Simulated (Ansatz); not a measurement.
Input file:

```
crystal:
  lattice:
    - [3.6962848798, 0.0, 0.0]
    - [-1.8481424399, 3.2010766055, 0.0]
    - [0.0, 0.0, 6.3828329764]
  atoms:
    - { symbol: Ti, position: [0.0, 0.0, 0.0] }
    - { symbol: Te, position: [0.6666666667, 0.3333333333, 0.2711838249] }
    - { symbol: Te, position: [0.3333333333, 0.6666666667, 0.7288161751] }
basis:
  ecutwfc: 420
kpoints:
  mp_grid: { grid: [15, 15, 8] }
  band_path:
    path:
      - [[0.0, 0.0, 0.0], [0.5, 0.0, 0.0], [0.33333333, 0.33333333, 0.0], [0.0, 0.0, 0.0], [0.0, 0.0, 0.5], [0.5, 0.0, 0.5], [0.33333333, 0.33333333, 0.5], [0.0, 0.0, 0.5]]
      - [[0.5, 0.0, 0.5], [0.5, 0.0, 0.0]]
      - [[0.33333333, 0.33333333, 0.5], [0.33333333, 0.33333333, 0.0]]
    npoints: 10
hamiltonian:
  xc: pbe
  dispersion: d3bj
scf:
  occupations: { method: gaussian, width: 0.1 }
output:
  forces: true
  stress: true
  eigenvalues: true
  populations: true
  dos: { projected: true, de: 0.02 }
  bader: false
  write_density: true
  write_potential: true
  elf: true
  volumetric_format: npy
magnetization:
  noncollinear: true
  spin_orbit: true
```

Launched as:

```sh
ansatz run input.yaml --threads 2 --pin off --max-ram 5120MiB --backend cpu --events-out ev --progress --plain --runs-dir out
```

Below, planes, directions and counts refer to the conventional cell (a = 3.70 Å, b = 3.70 Å, c = 6.38 Å, α = 90.00°, β = 90.00°, γ = 120.00°).

Space group P-3m1.

The calculation used DFT PBE+D3(BJ), spin-orbit coupling, plane waves, PAW in Ansatz 0.2.0.

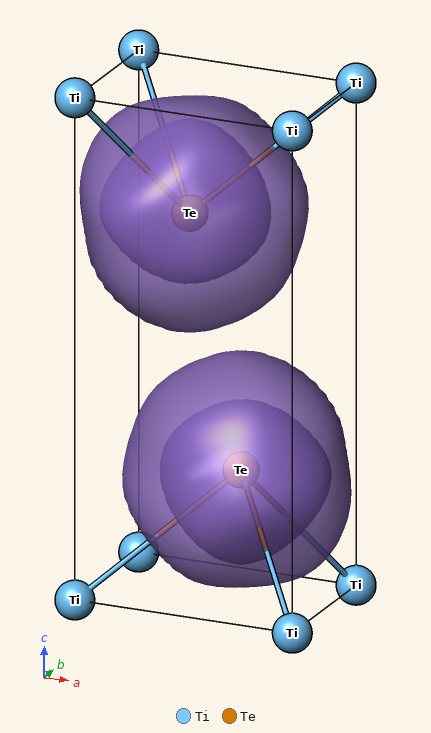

TiTe2. Isosurface of the electron localisation function at 0.55 (purple), seen slightly off an axis. Only the valence region is drawn (cores and ρ < 0.01 e/Å³ removed). Sticks mark near contacts.

In a PAW calculation such maps are meaningful between the atoms, not at the nuclei.

Q: What do the ELF domains correspond to?

A: At this value the surface marks out two regions wrapped around Te (the valence shell of each), counted in one cell of 3 atoms. Any copies at cell faces, edges or corners count once. Along the contacts the grid gives the following. Ti–Te (2.75 Å): the ELF peaks at about 0.65 in the valence shell of Te, 1.2 Å from its nucleus, and is about 0.60 at the midpoint.

Q: Does the calculation give a band gap?

A: It is metallic or semimetallic at this level of theory: no gap opens; semilocal functionals without U, or without the true magnetic order, often close the gap of such compounds.
